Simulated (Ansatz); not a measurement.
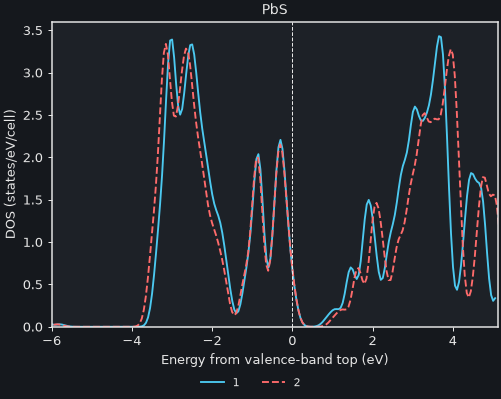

Total densities of states of PbS, space group R3m (No. 160), 2 atoms in the cell, zincblende type, shear (111) strain −1.3%, by two methods on the same cell. The curves are built from the levels of the k mesh with Gaussians 0.3 eV wide, which also blur the band edges. Each is counted from its own valence-band top.

**Which curve is which? The methods: PBE, r2SCAN.**

1 is PBE; 2 is r2SCAN. PBE gives a gap of 0.88 eV and r2SCAN gives a gap of 1.04 eV.

Settings. PBE: DFT, PBE, plane waves, PAW, no spin polarisation, 6×6×6 k mesh, 420 eV cutoff, Fermi-Dirac smearing of 0.02 eV (Ansatz). r2SCAN: DFT, r2SCAN, plane waves, PAW, no spin polarisation, 6×6×6 k mesh, 500 eV cutoff (Ansatz 0.2.0).

Spin-orbit coupling is left out, which matters for Pb.
